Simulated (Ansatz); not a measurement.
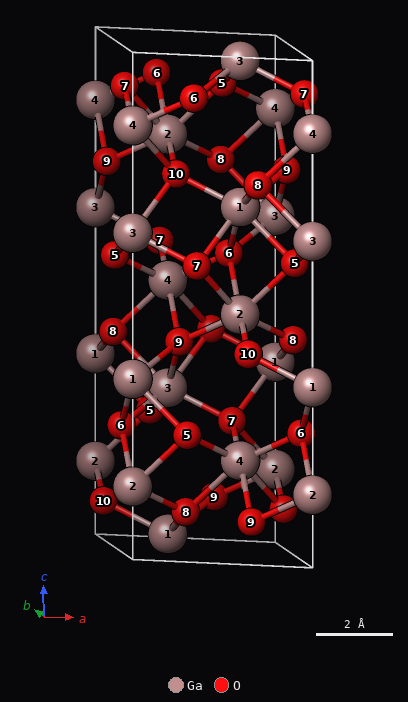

*The structure as given in the input (ball-and-stick view of the cell 3 times as large as that of the calculation, set on its symmetry axes, seen slightly off an axis; atoms are numbered from 1 in the order of the input).*

Near neighbours in the crystal (not all of them lie inside the picture): Ga has 6 O at 1.95 to 2.10 Å; O has 4 Ga at 1.95 to 2.10 Å.

Geometry relaxation of Ga2O3 (part 1 of 2)

Ga2O3 (R-3c, 10 atoms in the cell), computed with DFT PBE, scalar-relativistic, plane waves, PAW, no spin polarisation (Ansatz 0.2.0).

The structure derives from an entry of the Crystallography Open Database. Figures and captions count atoms from 1; the log counts them from 0 in places.

Log:
```
Engine: ansatz 0.2.0, aarch64-unknown-linux-gnu
Pseudopotentials: kind: paw
Pseudopotential: Ga, paw, valence charge 13, recommended cutoff 420 eV (normal), Ga.paw.azcp
Pseudopotential: O, paw, valence charge 6, recommended cutoff 420 eV (normal), O.paw.azcp
Functional definition: PBE
  parameter kappa = 0.804
  parameter beta = 0.06672455060314922
  exchange = pbe_x(kappa = kappa, mu = beta*pi^2/3)
  correlation = pbe_c(beta = beta)
Crystal: 10 atoms, lattice volume = 100.420 Å³
Basis set: ecut = 420 eV, 1929 PW (Γ), exchange–correlation on 80×80×80 points (8 copies of the dense FFT grid, shifted against one another)
Bands: 54, of which v1, the nominal top of the filled ones, is band 44 counted from 1 (43 counted from 0)
Symmetry: 12 space group operations
Space group: R-3c (ITA 167), of the structure as read, at distance tolerance 4.6e-5 Å
k-points: 85 of 729
Non-local potential: Ga, projectors of the file, l = 0: 2, l = 1: 2, l = 2: 3, l = 3: 1
Non-local potential: O, projectors of the file, l = 0: 2, l = 1: 2, l = 2: 1
PAW form: soft (Blöchl's): semilocal exchange-correlation on the pseudo side does not see the compensation charge
PAW one-centre angular grid: Ga, 590 points (default); XC on 64 Gauss nodes
PAW one-centre angular grid: O, 110 points (default); XC on 64 Gauss nodes
Initial density: superposition of atomic densities (neutral atoms: chi_scale 0, normalization atom), corrected by the library's trained network
Initial wavefunctions: pseudopotential atomic-orbital guess
Functional: x = pbe(κ = 0.804, μ = 0.2195149727645171), c = pbe(β = 0.06672455060314922)
SCF iter   1: F=—  HF=-18539.813059 eV  |F-HF|=—  |Δ(HF+E_count)|=         —  Δρ=1.06e-3  dr2=2.81e-4  ethr=1.77e-3  ⟨swp⟩=6.2  Hψ=16754  notcnv=0  defer=12
preconditioner: auto → Resta (q_TF=auto, 2.669 Å⁻¹)  ε∞=4.8  [insulator: Δε(μ)=2.429 eV  Ē_g=17.828 eV  σ=0.020 eV  W_gap=1.00  n_scr=26 (ndim 8)  ℏωp=34.8 eV  f_vac=0.017  D(μ)=0.00/eV (n_scr^D=0)  ε∞_Penn≈4.8]
SCF iter   2: F=—  HF=-18539.813398 eV  |F-HF|=—  |Δ(HF+E_count)|=   3.39e-4  Δρ=5.80e-4  dr2=7.55e-5  ethr=3.20e-7  ⟨swp⟩=2.7  Hψ=9943  notcnv=0  defer=272
SCF iter   3: F=—  HF=-18539.813828 eV  |F-HF|=—  |Δ(HF+E_count)|=   4.30e-4  Δρ=1.84e-4  dr2=1.54e-5  ethr=8.58e-8  ⟨swp⟩=2.0  Hψ=7937  notcnv=0  defer=272
SCF iter   4: F=—  HF=-18539.813839 eV  |F-HF|=—  |Δ(HF+E_count)|=   1.13e-5  Δρ=4.60e-5  dr2=1.04e-6  ethr=1.75e-8  ⟨swp⟩=2.0  Hψ=7427  notcnv=0  defer=272
SCF iter   5: F=—  HF=-18539.813842 eV  |F-HF|=—  |Δ(HF+E_count)|=   2.81e-6  Δρ=1.32e-5  dr2=1.17e-7  ethr=1.18e-9  ⟨swp⟩=2.0  Hψ=7923  notcnv=0  defer=272
SCF iter   6: F=-18539.813842 eV  HF=-18539.813842 eV  |F-HF|=3.22e-9  |Δ(HF+E_count)|=   3.59e-7  Δρ=4.91e-6  dr2=2.05e-8  ethr=1.14e-10  ⟨swp⟩=13.4  Hψ=32173  notcnv=0
SCF 1 converged in 6 iterations: F = -18539.813842 eV  dr2 = 2.05e-8
  greatest PAW one-centre occupation: 0.998 electrons in one spin orbital (limit 2), on the Ga atom at site 3 (counted from 0), in its partial waves of l = 2
relax step   1: F+E_penalty+E_count = -18539.81384229 eV  Δ(F+E_penalty+E_count) = +0.000e0 eV  max|allowed force component| = 1.387e-2 eV/Å  Δτ_max = 0.0000 Å  P = +0.380 GPa  Ω = 100.420 Å³  (6 SCF iters, dr2 threshold 1.00e-7 eV, accepted)
Crystal: 10 atoms, lattice volume = 100.518 Å³
Initial density: handed on by an earlier stage of this run
Initial wavefunctions: those handed on with the density
iter 1 solved again at ethr=4.81e-8 eV; its pass at ethr=3.10e-3 eV (dr2=4.23e-5 eV) is discarded
SCF iter   1: F=—  HF=-18539.813578 eV  |F-HF|=—  |Δ(HF+E_count)|=         —  Δρ=2.95e-4  dr2=4.20e-5  ethr=4.81e-8  ⟨swp⟩=2.6  Hψ=18238  notcnv=0
preconditioner: auto → Resta (q_TF=auto, 2.668 Å⁻¹)  ε∞=4.8  [insulator: Δε(μ)=2.421 eV  Ē_g=17.819 eV  σ=0.020 eV  W_gap=1.00  n_scr=26 (ndim 8)  ℏωp=34.7 eV  f_vac=0.018  D(μ)=0.00/eV (n_scr^D=0)  ε∞_Penn≈4.8]
SCF iter   2: F=—  HF=-18539.813564 eV  |F-HF|=—  |Δ(HF+E_count)|=   1.47e-5  Δρ=1.29e-4  dr2=6.93e-6  ethr=4.78e-8  ⟨swp⟩=3.0  Hψ=8278  notcnv=0
SCF iter   3: F=—  HF=-18539.813563 eV  |F-HF|=—  |Δ(HF+E_count)|=   7.00e-7  Δρ=4.19e-5  dr2=1.20e-6  ethr=7.87e-9  ⟨swp⟩=2.0  Hψ=7749  notcnv=0
SCF iter   4: F=-18539.813563 eV  HF=-18539.813563 eV  |F-HF|=1.81e-8  |Δ(HF+E_count)|=   8.70e-8  Δρ=1.02e-5  dr2=7.96e-8  ethr=6.90e-10  ⟨swp⟩=9.8  Hψ=31695  notcnv=0
SCF 2 converged in 4 iterations: F = -18539.813563 eV  dr2 = 7.96e-8
  greatest PAW one-centre occupation: 0.998 electrons in one spin orbital (limit 2), on the Ga atom at site 2 (counted from 0), in its partial waves of l = 2
relax step   2: F+E_penalty+E_count = -18539.81356297 eV  Δ(F+E_penalty+E_count) = +2.793e-4 eV  max|allowed force component| = 1.019e-2 eV/Å  Δτ_max = 0.0009 Å  P = +0.151 GPa  Ω = 100.518 Å³  energy of the carried Pulay correction = -5.134e-4 eV  (4 SCF iters, dr2 threshold 6.08e-7 eV, accepted)
Crystal: 10 atoms, lattice volume = 100.589 Å³
iter 1 solved again at ethr=1.69e-8 eV; its pass at ethr=3.10e-3 eV (dr2=1.48e-5 eV) is discarded
SCF iter   1: F=—  HF=-18539.813264 eV  |F-HF|=—  |Δ(HF+E_count)|=         —  Δρ=1.47e-4  dr2=1.38e-5  ethr=1.69e-8  ⟨swp⟩=2.0  Hψ=17677  notcnv=0
preconditioner: auto → Resta (q_TF=auto, 2.668 Å⁻¹)  ε∞=4.8  [insulator: Δε(μ)=2.415 eV  Ē_g=17.814 eV  σ=0.020 eV  W_gap=1.00  n_scr=26 (ndim 8)  ℏωp=34.7 eV  f_vac=0.018  D(μ)=0.00/eV (n_scr^D=0)  ε∞_Penn≈4.8]
SCF iter   2: F=—  HF=-18539.813256 eV  |F-HF|=—  |Δ(HF+E_count)|=   8.10e-6  Δρ=5.28e-5  dr2=1.65e-6  ethr=1.57e-8  ⟨swp⟩=3.0  Hψ=8322  notcnv=0
SCF iter   3: F=—  HF=-18539.813256 eV  |F-HF|=—  |Δ(HF+E_count)|=   3.45e-8  Δρ=2.34e-5  dr2=4.64e-7  ethr=1.88e-9  ⟨swp⟩=1.0  Hψ=4590  notcnv=0
SCF iter   4: F=-18539.813256 eV  HF=-18539.813256 eV  |F-HF|=1.26e-8  |Δ(HF+E_count)|=   1.16e-7  Δρ=5.17e-6  dr2=2.50e-8  ethr=1.27e-10  ⟨swp⟩=6.2  Hψ=31016  notcnv=0
SCF 3 converged in 4 iterations: F = -18539.813256 eV  dr2 = 2.50e-8
relax step   3: F+E_penalty+E_count = -18539.81325569 eV  Δ(F+E_penalty+E_count) = +3.073e-4 eV  max|allowed force component| = 4.563e-3 eV/Å  Δτ_max = 0.0003 Å  P = +0.012 GPa  Ω = 100.589 Å³  energy of the carried Pulay correction = -8.826e-4 eV  (4 SCF iters, dr2 threshold 1.12e-7 eV, accepted)
Initial wavefunctions: pseudopotential atomic-orbital guess (no wavefunctions were taken with the density)
iter 1 solved again at ethr=1.58e-8 eV; its pass at ethr=3.10e-3 eV (dr2=1.39e-5 eV) is discarded
SCF iter   1: F=—  HF=-18539.814273 eV  |F-HF|=—  |Δ(HF+E_count)|=         —  Δρ=4.34e-5  dr2=1.19e-7  ethr=1.58e-8  ⟨swp⟩=3.9  Hψ=30917  notcnv=0
preconditioner: auto → Resta (q_TF=auto, 2.668 Å⁻¹)  ε∞=4.8  [insulator: Δε(μ)=2.416 eV  Ē_g=17.815 eV  σ=0.020 eV  W_gap=1.00  n_scr=26 (ndim 8)  ℏωp=34.7 eV  f_vac=0.018  D(μ)=0.00/eV (n_scr^D=0)  ε∞_Penn≈4.8]
SCF iter   2: F=—  HF=-18539.814277 eV  |F-HF|=—  |Δ(HF+E_count)|=   3.86e-6  Δρ=2.22e-5  dr2=4.35e-8  ethr=1.35e-10  ⟨swp⟩=2.0  Hψ=6400  notcnv=0
SCF iter   3: F=—  HF=-18539.814280 eV  |F-HF|=—  |Δ(HF+E_count)|=   3.33e-6  Δρ=4.41e-6  dr2=5.46e-9  ethr=4.95e-11  ⟨swp⟩=2.9  Hψ=8974  notcnv=0
SCF iter   4: F=—  HF=-18539.814280 eV  |F-HF|=—  |Δ(HF+E_count)|=   7.41e-8  Δρ=1.21e-6  dr2=6.58e-10  ethr=6.20e-12  ⟨swp⟩=2.0  Hψ=7820  notcnv=0
SCF iter   5: F=—  HF=-18539.814280 eV  |F-HF|=—  |Δ(HF+E_count)|=   7.91e-9  Δρ=4.42e-7  dr2=2.09e-10  ethr=1.00e-12  ⟨swp⟩=2.0  Hψ=7127  notcnv=0
SCF iter   6: F=-18539.814280 eV  HF=-18539.814280 eV  |F-HF|=8.00e-11  |Δ(HF+E_count)|=  4.15e-10  Δρ=1.19e-7  dr2=8.35e-12  ethr=1.00e-12  ⟨swp⟩=5.8  Hψ=20427  notcnv=0
SCF 4 converged in 6 iterations: F = -18539.814280 eV  dr2 = 8.35e-12
relax step   4: F+E_penalty+E_count = -18539.81428003 eV  Δ(F+E_penalty+E_count) = -1.024e-3 eV  max|allowed force component| = 4.744e-3 eV/Å  Δτ_max = 0.0000 Å  P = +0.026 GPa  Ω = 100.589 Å³  stress off target by 3.76e-2 GPa  SCF on the basis re-selected at this cell (its energy is not comparable with the rows above)  (6 SCF iters)
```

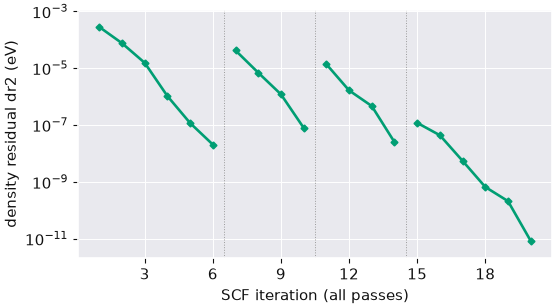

*Convergence of the self-consistent field: density residual dr2 against the SCF iteration. The dotted lines part the SCF passes of the relaxation: geometry steps, rejected trials and re-solves on a re-selected basis.*

The passes take 6, 4, 4 and 6 iterations.

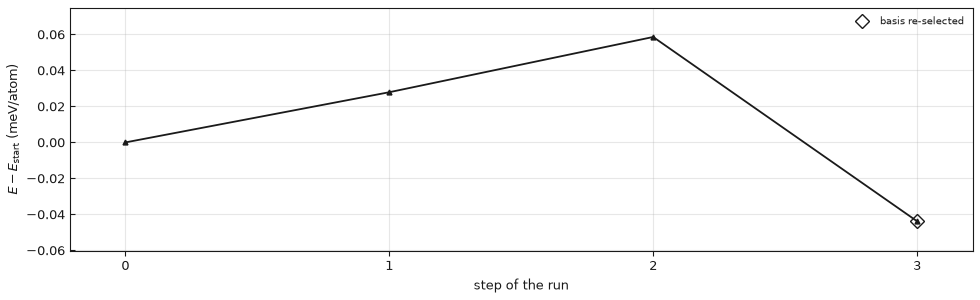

*Progress of the relaxation, step by step (the first geometry is step 0 here and step 1 in the log).*

After 2 geometry steps the energy has risen by 0.1 meV per atom. The largest force component goes from 0.014 to 0.0047 eV/Å. Pressure: 0.38 GPa at the start and 0.03 GPa at the end. No atom moves by more than 0.005 Å relative to the cell. The volume changes by +0.2 %, with a = b 5.053 → 5.057 Å (+0.1 %), c 13.624 → 13.623 Å (0.0 %). The space group stays R-3c (No. 167). A last SCF at the same geometry on a re-selected plane-wave basis shifts the energy by −0.1 meV per atom.

```
basis re-selected at this cell: Δ(F+E_penalty+E_count) = -1.024e-3 eV, ΔP = +0.014 GPa vs the last step (what re-selecting the basis moved, of the pressure what is left beyond the Pulay correction that the steps carried, after the strain that the cell walked since its last selection, with what the two solves' SCF thresholds leave and, on support functions, any second-order correction that the steps lacked; it is no measure of the basis error at this ecutwfc). This SCF's stress stands 3.76e-2 GPa from its target on what of the cell is left free (relax.cell.stress_tol is 5.00e-2 GPa) and its largest allowed force component is 4.74e-3 eV/Å (relax.f_tol is 5.00e-3 eV/Å): within both
SCF converged after 6 iterations
Free energy (F): -18539.814280 eV
Harris-Foulkes:  -18539.814280 eV  (|F-HF|=8.00e-11)
Internal energy: -18539.814280 eV  (E = F + TS)
E sigma→0 (E₀):  -18539.814280 eV
Fermi energy:    9.791298 eV
--- Per-component energies (eV) ---
  E_band       = -38.789687
  E_kinetic    = 1517.076404
  E_local      = -8663.057912  (includes V_loc(G=0)·N_el)
  E_nonlocal   = 2022.688026
  E_hartree    = 3902.001207
  E_xc         = -711.189529
  E_vxc        = -788.852957  (∫ρ·V_xc dr)
  E_paw        = -8946.009146  (= ΣΔE_a)
  E_vpaw       = -1930.660103  (= ΣTr[D̂ρ^β])
  E_aug_tail   = 0.014256  (compensation charges beyond the density's cutoff)
  E_ewald      = -7661.337587
  E_smearing   = -0.000000  (= −TS)
  E_closure    = -0.000000  (closes the sum)
  Σ components = -18539.814280   (vs F -18539.814280, Δ=0.00e0)
--- Forces (eV/Å), atoms counted from 1 ---
  atom   1  Ga    -0.00000000    -0.00000000    -0.00474355
  atom   2  Ga    -0.00000000     0.00000000     0.00474355
  atom   3  Ga     0.00000000     0.00000000     0.00474355
  atom   4  Ga     0.00000000    -0.00000000    -0.00474355
  atom   5  O     -0.00440167     0.00000000    -0.00000000
  atom   6  O      0.00220084    -0.00381196     0.00000000
  atom   7  O      0.00220084     0.00381196    -0.00000000
  atom   8  O      0.00440167    -0.00000000     0.00000000
  atom   9  O     -0.00220084     0.00381196    -0.00000000
  atom  10  O     -0.00220084    -0.00381196     0.00000000
  max |Σ_I F_I| component: 1.26e-17 eV/Å
--- Stress (GPa, compression-positive) ---
        0.037594      -0.000000      -0.000000
       -0.000000       0.037594      -0.000000
       -0.000000      -0.000000       0.003134
  P = ⅓ Tr σ = 0.0261 GPa (0.261 kbar)
--- Band table (eV; the first three rows and the last of 85) ---
  k-point 0: bands = ["-10.0735", "-8.2343", "-8.2343", "-8.1986", "-8.1837", "-8.1837", "-4.1436", "-4.1436", "-4.0641", "-4.0641", "-4.0026", "-3.9682", "-3.9300", "-3.9300", "-3.9000", "-3.9000", "-3.8570", "-3.8570", "-3.7884", "-3.7878", "-3.7878", "-3.7865", "-3.5595", "-3.5595", "-3.0039", "-3.0039", "1.5906", "2.2745", "3.5561", "3.5561", "4.5456", "4.7384", "5.1734", "5.1734", "5.4728", "7.6015", "7.6015", "8.0853", "8.0853", "8.2800", "8.2800", "8.2888", "8.3652", "8.3652", "10.9988", "14.9156", "15.1704", "17.1156", "18.4496", "18.4603", "18.4603", "19.3032", "19.5033", "19.5033"]
```
